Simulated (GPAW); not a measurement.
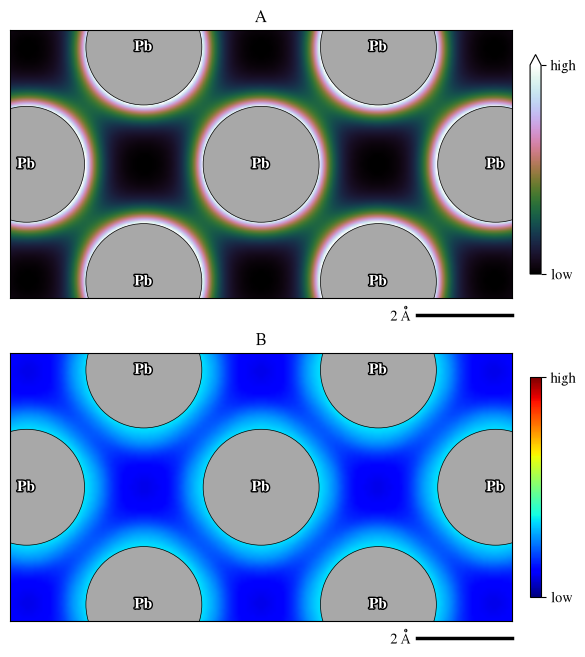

Pb: 2 fields on the (010) plane of the conventional cell, with unlabelled colour scales. Grey discs cover the atomic cores.

Space group Fm-3m; computed pressure about 2 GPa in this cell.

Theory: GPAW, Kohn-Sham DFT of a periodic cell, PBE, GPAW PAW data sets (gpaw-data 1.2.1).

> Match the panels to the quantities (electron localisation function and valence pseudo-density).

Panel A: valence pseudo-density. Panel B: electron localisation function. From the grid: Pb–Pb (3.50 Å): ρ at the midpoint is about 0.12 e/Å³; the ELF is about 0.20 at the midpoint; no shared electron pair shows on this line.
